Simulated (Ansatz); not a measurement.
**Energy of NiO along a strain of the cell**

System: NiO (R-3m, 2 atoms in the cell).
Method: DFT, PBE, all-electron PAW with datasets made for the crystal, scalar-relativistic, spin-polarised (Ansatz 0.2.0).

The 6 runs differ only in the geometry, by a strain of the cell at fixed fractional positions. Against run 4, the strain is εxx = −0.01 η, εxy = η, εxz = η, εyy = −0.01 η, εyz = η and εzz = −0.01 η. The structure derives from an entry of the Crystallography Open Database.

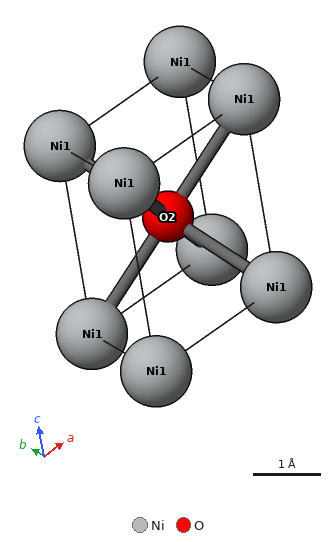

Figure 1. The structure of run 4 (ball-and-stick view of the reduced cell, seen slightly off an axis; atoms are numbered from 1 in the order of the input).

**Input of run 4**
```yaml
crystal:
  lattice:
    - [0.0209131, 2.10176655, 2.10176655]
    - [2.10176655, 0.0209131, 2.10176655]
    - [2.10176655, 2.10176655, 0.0209131]
  atoms:
    - { symbol: Ni, position: [0.0, 0.0, 0.0], spin: 1.5 }
    - { symbol: O, position: [0.5, 0.5, 0.5] }
magnetization:
  spin_polarized: true
kpoints:
  mp_grid: { grid: [17, 17, 17] }
scf:
  occupations: { method: fermi_dirac, width: 0.03 }
hamiltonian:
  xc: pbe
  pseudopotentials: { kind: all_electron, datasets: crystal }
output:
  forces: true
  stress: true
  eigenvalues: true
  efg: { contact_densities: true }
```

Command:
```bash
ansatz run input.yaml --threads 1 --pin off --max-ram 3072MiB --backend cpu --events-out ev --progress --plain --runs-dir out
```

Lattice vectors (Å) and fractional positions of run 4:
```
   0.020913    2.101767    2.101767
   2.101767    0.020913    2.101767
   2.101767    2.101767    0.020913
Ni  0.000000  0.000000  0.000000
O   0.500000  0.500000  0.500000
```

Run 5 differs from it as follows:
```diff
-    - [0.0209131, 2.10176655, 2.10176655]
-    - [2.10176655, 0.0209131, 2.10176655]
-    - [2.10176655, 2.10176655, 0.0209131]
+    - [0.0418262, 2.1122231, 2.1122231]
+    - [2.1122231, 0.0418262, 2.1122231]
+    - [2.1122231, 2.1122231, 0.0418262]
```

**Results, with one run withheld**

```csv
run,strain parameter η (%),"free energy per atom, from the lowest run given (meV)",pressure (GPa)
1,−1.9901,4.04,4.68
2,−1.4926,1.52,4.69
3,−0.9951,0.00,4.69
4,0.0000,0.00,4.69
5,0.4975,?,?
6,0.9951,4.08,4.67
```

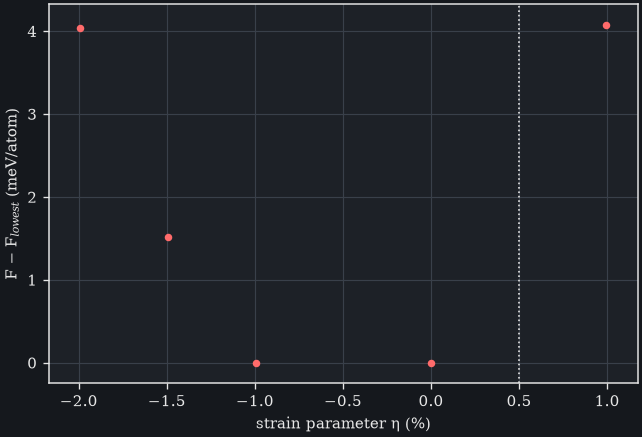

Figure 2. Free energy per atom of the runs given; the dotted line marks run 5.

Estimate the energy of run 5 from the others.

A cubic polynomial in the coordinate, fitted to the 5 runs given, misses them by under 0.01 meV per atom. With x = η + 0.6965, it reads F = −0.42539 − 0.81821 x + 2.0457 x² + 0.0073788 x³ (meV per atom). At run 5 it gives 1.53 meV per atom, and the run itself gives 1.53. The fit has its minimum at η = −0.4967 %.

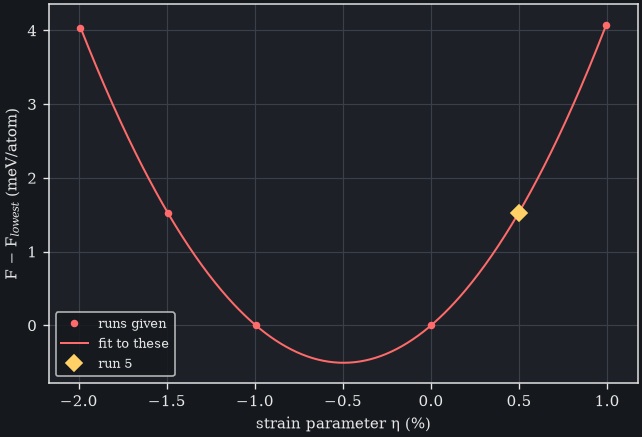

Figure 3. The fit and the withheld run.

**Output, shortened to warnings, some set-up lines, iterations and results (run 5)**
```
Basis set: ecut = 420 eV, 339 PW (Γ), exchange–correlation on 40×40×40 points (8 copies of the dense FFT grid, shifted against one another)
Symmetry: 12 space group operations
k-points: 489 of 4913
Initial density: read from a saved state, or passed on in memory by an earlier SCF of this step, an earlier step, the calling program or the single point that the run made first
[...]
SCF iter   1: F=—  HF=-43429.775069 eV  |F-HF|=—  |Δ(HF+E_count)|=         —  Δρ=9.10e-3 (↑9.10e-3 ↓4.52e-3)  dr2=6.77e-3  dr2_m=1.68e-3  M=1.738 μB ∫|m|=1.745 μB  β_m=0.30  …
SCF iter   2: F=—  HF=-43429.770304 eV  |F-HF|=—  |Δ(HF+E_count)|=   4.77e-3  Δρ=6.92e-3 (↑6.92e-3 ↓5.98e-3)  dr2=1.10e-2  dr2_m=7.50e-4  M=1.755 μB ∫|m|=1.762 μB  β_m=0.56  …
SCF iter   3: F=—  HF=-43429.791819 eV  |F-HF|=—  |Δ(HF+E_count)|=   2.15e-2  Δρ=1.79e-2 (↑7.31e-3 ↓1.79e-2)  dr2=9.60e-2  dr2_m=7.54e-3  M=1.705 μB ∫|m|=1.711 μB  β_m=0.40  …
SCF iter   4: F=—  HF=-43429.772471 eV  |F-HF|=—  |Δ(HF+E_count)|=   1.93e-2  Δρ=1.93e-3 (↑1.80e-3 ↓1.93e-3)  dr2=5.67e-4  dr2_m=4.12e-4  M=1.769 μB ∫|m|=1.776 μB  β_m=0.41  …
SCF iter   5: F=—  HF=-43429.773648 eV  |F-HF|=—  |Δ(HF+E_count)|=   1.18e-3  Δρ=1.24e-3 (↑1.24e-3 ↓1.20e-3)  dr2=5.56e-5  dr2_m=2.32e-4  M=1.771 μB ∫|m|=1.778 μB  β_m=0.41  …
SCF iter   6: F=—  HF=-43429.773705 eV  |F-HF|=—  |Δ(HF+E_count)|=   5.65e-5  Δρ=1.18e-3 (↑1.05e-3 ↓1.18e-3)  dr2=6.93e-5  dr2_m=1.93e-4  M=1.775 μB ∫|m|=1.782 μB  β_m=0.70  …
SCF iter   7: F=—  HF=-43429.773843 eV  |F-HF|=—  |Δ(HF+E_count)|=   1.38e-4  Δρ=1.10e-3 (↑7.78e-4 ↓1.10e-3)  dr2=2.83e-4  dr2_m=7.96e-5  M=1.788 μB ∫|m|=1.796 μB  β_m=0.83  …
SCF iter   8: F=—  HF=-43429.773808 eV  |F-HF|=—  |Δ(HF+E_count)|=   3.58e-5  Δρ=7.83e-5 (↑5.79e-5 ↓7.83e-5)  dr2=2.44e-6  dr2_m=1.00e-7  M=1.790 μB ∫|m|=1.798 μB  β_m=0.89  …
SCF iter   9: F=—  HF=-43429.773807 eV  |F-HF|=—  |Δ(HF+E_count)|=   6.14e-7  Δρ=1.36e-5 (↑4.26e-6 ↓1.36e-5)  dr2=2.06e-8  dr2_m=1.19e-8  M=1.790 μB ∫|m|=1.798 μB  β_m=0.94  …
SCF iter  10: F=-43429.773807 eV  HF=-43429.773807 eV  |F-HF|=5.65e-9  |Δ(HF+E_count)|=   4.37e-9  Δρ=5.39e-6 (↑1.28e-6 ↓5.39e-6)  dr2=6.40e-9  dr2_m=1.04e-9  M=1.789 μB …
SCF 1 converged in 10 iterations: F = -43429.773807 eV  dr2 = 6.40e-9
  Residual-converged pass: ⟨swp⟩=2.4  Hψ=23881  notcnv=0  max |occ|·‖R‖ = 5.3e-6 eV (tolerance 5.3e-6 eV)  dr2=6.47e-9  dr2_m=1.05e-9  dr2_onsite=5.19e-9  max |Δocc| = 9.2e-11
SCF converged after 10 iterations
Magnetization: 1.7895 μB (12.8947 up, 11.1053 down)
Absolute magnetization: 1.7974 μB (∫|ρ↑−ρ↓|)
Spin contamination: -0.0092 ħ² per cell (⟨S²⟩ above its minimum at these occupations)
Per-site moments (μB) at R_I (Å): [(1.4453937581122827, 0.8627516372246046), (0.2891461230410243, 0.8627516372246046)]
Free energy (F): -43429.773807 eV
Harris-Foulkes:  -43429.773807 eV  (|F-HF|=5.65e-9)
Internal energy: -43429.770441 eV  (E = F + TS)
E sigma→0 (E₀):  -43429.772124 eV
Entropy (-TS):   -0.003367 eV (-1.683 meV/atom)
Past the cutoff: the bands carry plane waves up to 1.75 times it, of which those up to 1.5 times it add -0.000414 eV an atom, each by itself; the spheres take 0.000138 eV an atom off the energy for waves past 1.75 times it
By the cutoff:   a pressure is off by up to 0.007 GPa (1.2 times the spheres' own share and the shells' term, over an atom's volume, and 0.004 GPa: a bound that held against runs at twice the plane waves)
Past the cutoffs: a stress includes 0.0016 GPa for waves and charges beyond them, in addition to the slope of what the spheres take
In the spheres:  the bands' charges fall short by 4.8e-6 e at most (sound up to 1e-3)
Fermi energy:    14.492089 eV
--- Per-component energies (eV) ---
  E_band       = -326.177881
  E_kinetic    = 332.365078
  E_local      = -2650.358330  (includes V_loc(G=0)·N_el)
  E_nonlocal   = -555.428038
  E_hartree    = 1328.206803
  E_xc         = -109.438804
  E_vxc        = -142.437631  (∫ρ·V_xc dr)
  E_paw        = -44403.534154  (= ΣΔE_a)
  E_vpaw       = -5841.851681  (= ΣTr[D̂ρ^β])
  E_ewald      = -3246.704677
  E_smearing   = -0.003367  (= −TS)
  E_closure    = 5875.121682  (closes the sum)
  Σ components = -43429.773807   (vs F -43429.773807, Δ=0.00e0)
  The terms above E_closure are by the made datasets' own strengths, without shells solved beside the bands.
--- Forces (eV/Å), atoms counted from 1 ---
  atom   1  Ni    -0.00000000    -0.00000000    -0.00000000
  atom   2  O     -0.00000000     0.00000000    -0.00000000
  max |Σ_I F_I| component: 2.10e-29 eV/Å
--- Stress (GPa, compression-positive) ---
        4.683922      -1.155786      -1.155786
       -1.155786       4.683922      -1.155786
       -1.155786      -1.155786       4.683922
  P = ⅓ Tr σ = 4.6839 GPa (46.839 kbar)
--- PAW observables at the nuclei: V_zz in 10²¹ V/m², potentials from the cell's mean, atoms counted from 1 ---
  atom   1  Ni V_zz =    +0.389841   η = 0.0000   by run symmetry: allowed
[...]
```
